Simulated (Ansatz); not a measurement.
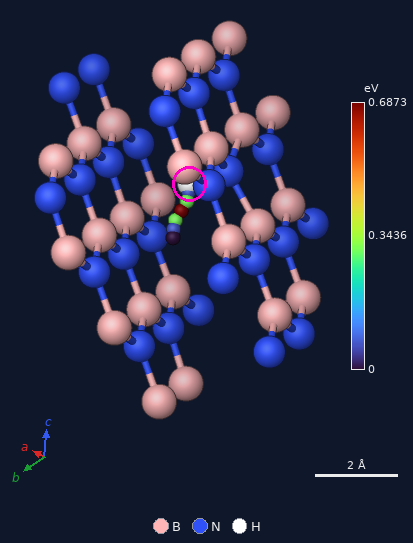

NEB run on a defect cell of composition B12HN12 (cell charge +1) (25 atoms in the cell). Images are numbered from 0 (start) to 6 (end). The start is drawn whole; smaller spheres mark the moving atoms (H) in the later images, joined by lines and coloured by the energy of the image relative to the start. Style: ball-and-stick. Shown: the atoms within 4.9 Å of the middle of the path, from a free direction. The moving atom is ringed, with any periodic copies. Bonds to atoms that aren't drawn are left out.

Theory: DFT PBE+D3(BJ), scalar-relativistic, plane waves, PAW (Ansatz). Settings: plane-wave cutoff 420 eV; k-point mesh 2 × 2 × 2; Gaussian smearing 0.02 eV; 5 movable images; climbing image.

### Describe the path and its energy.

The H atom travels furthest, 1.41 Å from end to end, along [−1 1 −2], on a straight line. At the highest image its nearest neighbour (N) is 1.40 Å away, against 1.05 Å at the start, and the surrounding atoms stand up to 0.25 Å off the mean of their end positions. Breaking: H–N (1.05 → 2.36 Å). Forming: H–N (2.36 → 1.05 Å). The barrier is about 0.69 eV in both directions, with image 3 at the top; the ends have the same energy. The band converged in 6 iterations. The largest component of the band force went from 2.3 to 0.039 eV/Å. The climbing image converged on the top of the path. Its curvatures weren't checked.

Limits of the set-up: the periodic images lie only 6.6 Å apart, so the values are limited by the cell's size; the cell is charged, on a uniform background, and energies carry no finite-size correction.
